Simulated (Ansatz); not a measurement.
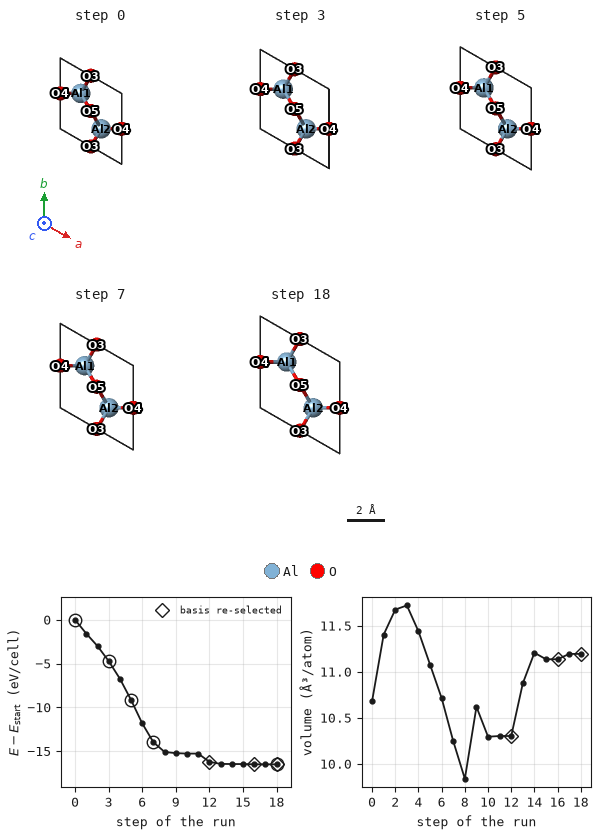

Frames of a relaxation of crystalline Al₂O₃ (a generated structure, set up in P6/mmm) (coarse preliminary run), marked on the history of the run. Style: ball-and-stick. Shown: the cell of the calculation, along the c axis.

Theory: DFT PBE, scalar-relativistic, plane waves, PAW in Ansatz 0.2.0. (plane-wave cutoff 420 eV; k-point mesh 6 × 6 × 4; occupations gaussian; smearing width 0.1 eV; no spin polarisation; cell and atoms relaxed; force threshold 0.04 eV/Å; at most 70 steps)

**What happens along the run?**

After 15 accepted moves (18 points after the start) the energy has fallen by 16.495 eV per cell of the calculation. All forces vanish by symmetry, so only the cell relaxes. The pressure goes from 29.12 to 0.08 GPa. At 3 points the geometry stayed and the basis and grid were re-selected for the new cell (energy shift of 0.942 eV per cell of the calculation at most each time). No atom moves by more than 0.005 Å relative to the cell. Cell: a = b 3.904 → 5.056 Å (+29.5 %), c 4.047 → 2.529 Å (−37.5 %). Volume +4.8 %. Some distances before and after: Al1–Al1 4.047 → 2.529 Å, Al1–Al2 2.254 → 2.919 Å, Al1–O3 2.316 → 1.931 Å. Among the angles between lasting bonds that change: O3–Al1–O3 121.8° → 81.8°, Al1–O4–Al1 121.8° → 81.8°, Al1–O4–Al2 58.2° → 98.2°. The space group stays P6/mmm (No. 191). The run took 24 s on 1 thread of Arm Neoverse V2, with other jobs on the host, peak memory 0.3 GiB. From step 0 to 3: volume +9.7 %, energy −4.708 eV per cell of the calculation. From step 3 to 5: volume −5.5 %, energy −4.437 eV per cell of the calculation. From step 5 to 7: volume −7.5 %, energy −4.836 eV per cell of the calculation. From step 7 to 18: volume +9.3 %, energy −2.513 eV per cell of the calculation.

```tsv
step	E − E(0), meV/atom	pressure, GPa	volume, Å³/atom	note
0	0.00	29.12	10.682	
1	-314.58	13.70	11.405	
2	-598.06	7.07	11.676	
3	-941.65	1.61	11.721	
4	-1342.97	-0.36	11.440	
5	-1829.11	-1.08	11.078	
6	-2365.23	-2.30	10.714	
7	-2796.37	4.06	10.247	
8	-3016.08	14.31	9.839	
9	-3043.21	-8.39	10.620	
10	-3053.25	0.19	10.296	
11	-3053.30	0.00	10.303	
12	-3241.69	15.34	10.303	same geometry, new basis
13	-3288.68	4.28	10.876	
14	-3291.63	-1.14	11.207	
15	-3292.28	-0.04	11.137	
16	-3298.82	0.94	11.137	same geometry, new basis
17	-3298.77	0.07	11.195	
18	-3299.02	0.08	11.195	same geometry, new basis
```
